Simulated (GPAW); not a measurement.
## SrO (Fm-3m): ε∞ against the local-field cutoff

The size of the dielectric matrix of SrO (Fm-3m) is raised step by step, on the same bands.

The structure is cubic, space group Fm-3m (No. 225). Conventional cell: a = 5.133 Å, b = 5.133 Å, c = 5.133 Å, α = 90.00°, β = 90.00°, γ = 90.00°. Sr on site b is surrounded by 6 O at 2.57 Å. O on site a has 6 Sr at 2.57 Å as nearest neighbours.

Method: GPAW 26.7.0, PBE, RPA, k-mesh 12×12×12, Lorentzian half width 0.15 eV.

Launch of the response step: `OMP_NUM_THREADS=1 python df.py`. The series took 94 s in all, its band step included, on 1 thread of Arm Neoverse V1, with other jobs on the host.

| cutoff (eV) | time of the step (s) | ε∞ |
| --- | --- | --- |
| 40 | 8 | 3.5926 |
| 60 | 8 | 3.5812 |
| 100 | 9 | 3.5341 |
| 150 | 13 | ? |

The number of plane waves grows as cutoff^(3/2); a common extrapolation takes the result as linear in its inverse.

Working, on the rows shown:

| x = cutoff^(−3/2) (eV^−3/2) | y = ε∞ |
| --- | --- |
| 0.00395285 | 3.5926 |
| 0.00215166 | 3.5812 |
| 0.001 | 3.5341 |

Means: x̄ = 0.0023682, ȳ = 3.5693. Σ(x − x̄)(y − ȳ) = 8.251e-05, Σ(x − x̄)² = 4.430e-06. Slope = 8.251e-05 / 4.430e-06 = 18.62; intercept = ȳ − slope · x̄ = 3.5252. The line misses the rows shown by at most 0.016.

Problem. Predict the last column of the withheld row from the fit.

Solution. At x = 0.00054433 the line gives y = 3.5353. The run gave 3.5136, so the extrapolation is off by 0.022, 28 % of the range in the table. The law describes these rows poorly: it misses even the rows shown by over a tenth of the range.

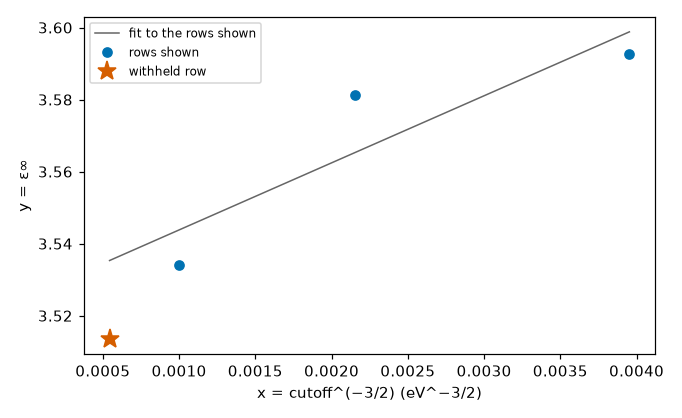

Refitted with all rows, the slope is 22.92 and the intercept 3.5116. The line reaches 3.512 at infinite cutoff, 0.1 % from the last run, while the last two runs differ by 0.58 %. ε∞ moves in steps as shells of reciprocal vectors enter, so the limit is good only to about the larger of these. The cell comes from an older database entry, whose edges can be off by a per cent or so. Excitons are left out; PBE gaps are as a rule too small. The values come from a sum over the points of one k-mesh and carry its error, which grows as the direct gap shrinks. This version of GPAW has incomplete matrix elements in the optical limit, which can lower ε − 1 by up to a tenth where first-row anions or d states rule. Spin-orbit coupling is left out.
